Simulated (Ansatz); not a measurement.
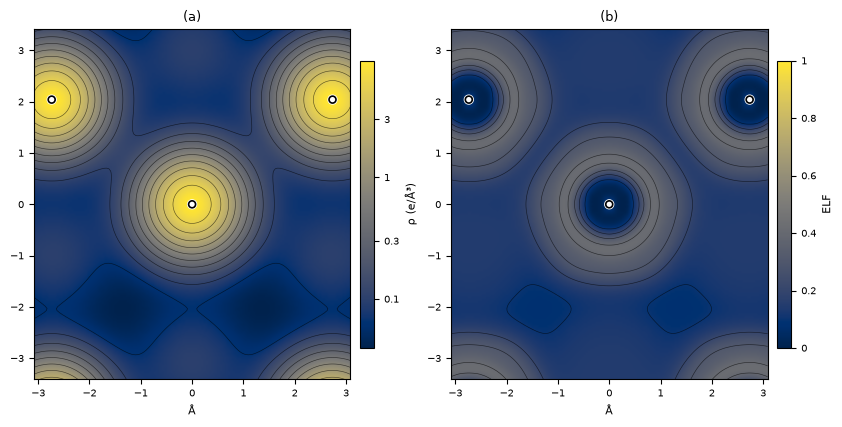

Figure. Tl. (a) valence pseudo-density; (b) electron localisation function on the (110) plane of the conventional cell. Circles mark the nuclei in the plane (Tl).

Space group P6₃/mmc.

Theory: Ansatz, DFT PBE+D3(BJ), scalar-relativistic, plane waves, PAW.

The density is the valence pseudo-density of a PAW calculation; it isn't the true density close to the nuclei.

```
Tl
1.0
     3.53456    0.00000    0.00000
    -1.76728    3.06102    0.00000
     0.00000    0.00000    5.47338
Tl
2
Direct
  0.33333 0.66667 0.25000
  0.66667 0.33333 0.75000
```

Q: Read the bonding off the picture.

A:
- The plane passes through Tl nuclei.
- Tl–Tl (3.41 Å): ρ at the midpoint is about 0.12 e/Å³; the ELF is about 0.15 at the midpoint; no shared electron pair shows on this line.
- Between the atoms the lowest density in this plane is 0.04 e/Å³.

Q: Does the calculation make it a metal, or give it a gap?

A: It is gapless in this calculation (a metal or semimetal).
